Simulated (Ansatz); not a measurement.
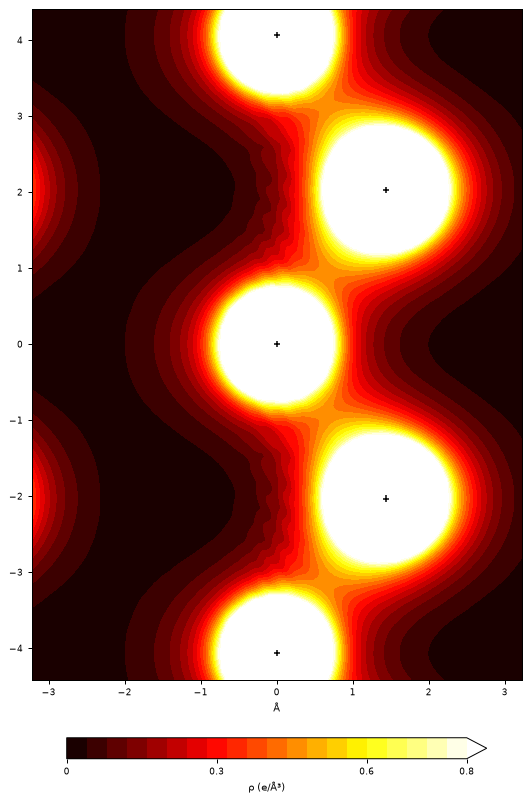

The valence pseudo-density on a plane through atoms (crosses mark nuclei in the plane).

Computed with DFT PBE, scalar-relativistic, plane waves, PAW in Ansatz 0.2.0.

Candidates:
A. GaAs, a = 5.75 Å, b = 5.75 Å, c = 5.75 Å, α = 90.00°, β = 90.00°, γ = 90.00°. Space group F-43m.
B. Se, a = 2.77 Å, b = 2.77 Å, c = 2.77 Å, α = 89.90°, β = 89.90°, γ = 90.10°. Space group Pm-3m; changed on purpose from its base cell (volume × 0.94, shape and atoms relaxed); computed pressure about 5 GPa in this cell.
C. KF, a = 5.34 Å, b = 5.34 Å, c = 5.34 Å, α = 90.00°, β = 90.00°, γ = 90.00°. Space group Fm-3m.

Which candidate gave the map?

Candidate A: GaAs on the (011) plane of the conventional cell, which holds Ga and As. Ga–As (2.49 Å): ρ at the midpoint is about 0.47 e/Å³.
